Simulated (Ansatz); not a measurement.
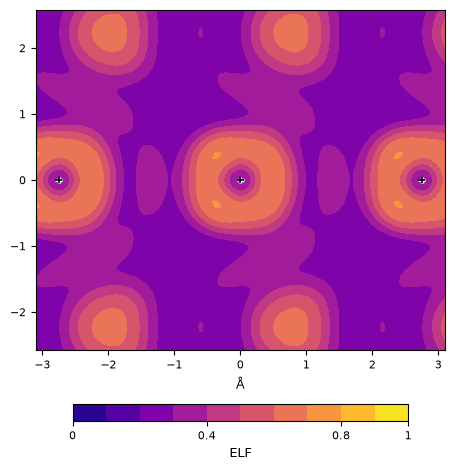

The electron localisation function on a plane through atoms (crosses mark nuclei in the plane).

All numbers below come from Ansatz, DFT PBEsol, scalar-relativistic, plane waves, PAW.

Candidates:
A. Ag, a = 2.87 Å, b = 2.87 Å, c = 4.69 Å, α = 90.00°, β = 90.00°, γ = 120.00°. Space group P6₃/mmc.
B. AlAs (slab), a = 5.67 Å, b = 6.95 Å, c = 25.79 Å, α = 90.00°, β = 90.00°, γ = 114.09°. 
C. Ir, a = 2.75 Å, b = 4.46 Å, c = 2.75 Å, α = 90.00°, β = 120.00°, γ = 90.00°. Space group P2₁/m; a structure from a database of computed crystals, not necessarily the ambient phase; changed on purpose from its base cell (atom 1 (Ir) moved by (-0.450, +0.450) A along x and y); not relaxed (largest force 1.9 eV/Å); computed pressure about 3 GPa in this cell; computed without spin polarisation.

Which system is this?

Answer. Candidate C: Ir on the (001) plane of the conventional cell, which holds Ir.
